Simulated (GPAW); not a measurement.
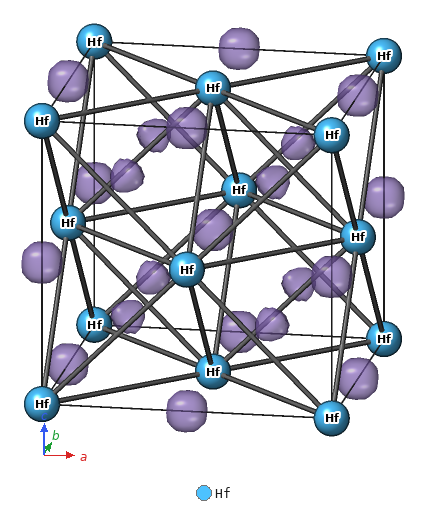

Figure. Hf. Isosurface of the electron localisation function at 0.65 (purple), seen slightly off an axis. Only the valence region is drawn (cores and ρ < 0.01 e/Å³ removed). Sticks mark near contacts.

Space group Fm-3m; computed pressure about 6 GPa in this cell.

Theory: Kohn-Sham DFT of a periodic cell, RPBE, GPAW PAW data sets (gpaw-data 1.2.1) (GPAW 26.7.0).

Input

```
from ase.dft.bandgap import bandgap
from ase.io import read, write
from ase.units import Bohr, GPa
from gpaw import GPAW, PW
from gpaw.elf import elf_from_dft_calculation

atoms = read('POSCAR')

calc = GPAW(mode=PW(600),
            xc='RPBE',
            kpts={'size': (10, 10, 10), 'gamma': True},
            occupations={'name': 'methfessel-paxton', 'order': 0, 'width': 0.05},
            nbands=14,
            convergence={'density': 1e-05, 'energy': 1e-05},
            maxiter=150,
            txt='gpaw.txt')
atoms.calc = calc
energy = atoms.get_potential_energy()
forces = atoms.get_forces()
stress = atoms.get_stress()
calc.write('gs.gpw')
write('result.traj', atoms)
print(f'Energy: {energy:.6f} eV')
print('Forces (eV/A):')
print(forces.round(4))
print('Stress (GPa):', (stress / GPa).round(3))
print('Fermi level:', round(calc.get_fermi_level(), 4), 'eV')
print(f'Gap: {bandgap(calc)[0]:.4f} eV, direct: {bandgap(calc, direct=True)[0]:.4f} eV')

# fields on the real-space grid
write('density.cube', atoms, data=calc.get_pseudo_density() * Bohr**3)
write('potential.cube', atoms, data=calc.get_electrostatic_potential())
write('elf.cube', atoms, data=elf_from_dft_calculation(calc).data)
```

Run with:

```sh
OMP_NUM_THREADS=1 python run.py
```

Below, planes, directions and counts refer to the conventional cell (a = 4.44 Å, b = 4.44 Å, c = 4.44 Å, α = 90.00°, β = 90.00°, γ = 90.00°).

> What do the ELF domains correspond to?

At this value the surface marks out twelve pockets between the atoms, centred on no nucleus (multi-centre or interstitial), counted in one cell of 4 atoms. Regions shared between cells count once. There are no localised bonds or lone pairs at this value.

Values along the shortest contacts:
Hf–Hf (3.14 Å): the ELF is about 0.25 at the midpoint: no shared electron pair shows on this line.
